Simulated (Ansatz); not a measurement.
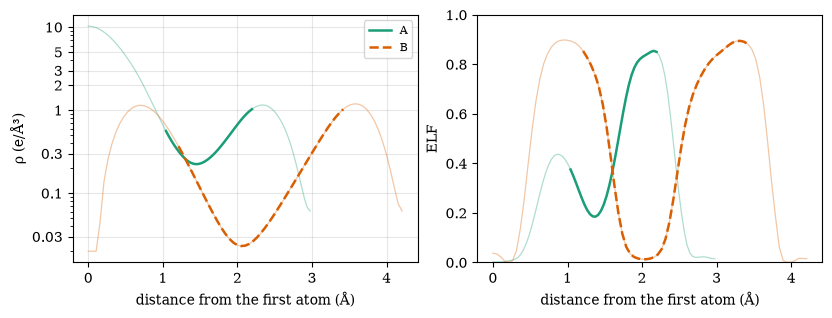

*CsPbBr₃. Valence electron density and ELF along straight lines between neighbouring atoms. Thin, pale parts lie inside the atomic spheres.*

Space group Pm-3m; a structure from a database of computed crystals, not necessarily the ambient phase.

Computed with DFT r2SCAN, scalar-relativistic, plane waves, PAW in Ansatz 0.2.0.

In a PAW calculation such maps are meaningful between the atoms, not at the nuclei.

### Which curve belongs to which contact (Cs–Br and Pb–Br)? The first atom named is at distance zero.

Curve A: Pb–Br (2.97 Å): ρ at the midpoint is about 0.23 e/Å³; the ELF is about 0.25 at the midpoint. Curve B: Cs–Br (4.21 Å): ρ is about 0.02 e/Å³ halfway; the ELF is about 0 at the midpoint; an ionic contact with no shared pair.
